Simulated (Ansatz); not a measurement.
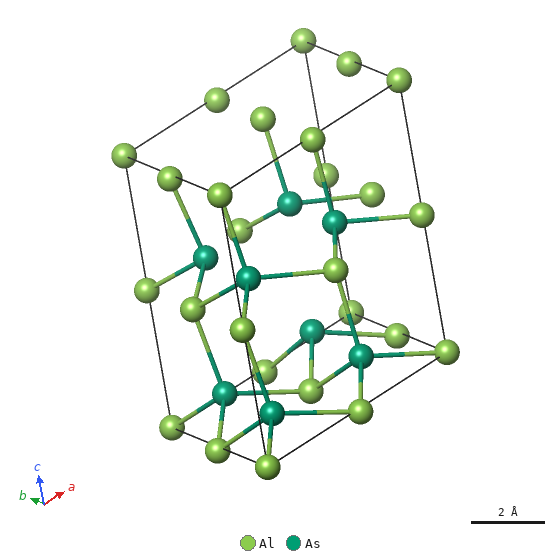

The crystal in a ball-and-stick representation, seen slightly off an axis. Thin lines show the supercell, with boundary atoms drawn in all their periodic places. The host is AlAs, in a cell of 16 sites, and the cell carries a charge of -2.

> How does this supercell depart from the perfect host?

An aluminium vacancy. Around the empty site lie four As at about 2.3 Å.

All computed values are from DFT PBE, scalar-relativistic, plane waves, PAW (Ansatz). Settings: a kinetic-energy cutoff of 420 eV, a 2×2×2 k-point grid, Gaussian smearing of 0.01 eV, collinear spins.

> Does a spin moment come with the defect?

Yes, 0.3 μB in the cell.

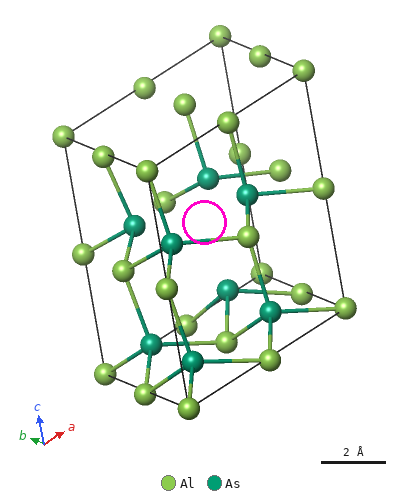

The same cell with a ring at the defect's site.

The atoms were relaxed in the host's cell with DFT PBE, scalar-relativistic, plane waves, PAW (Ansatz).
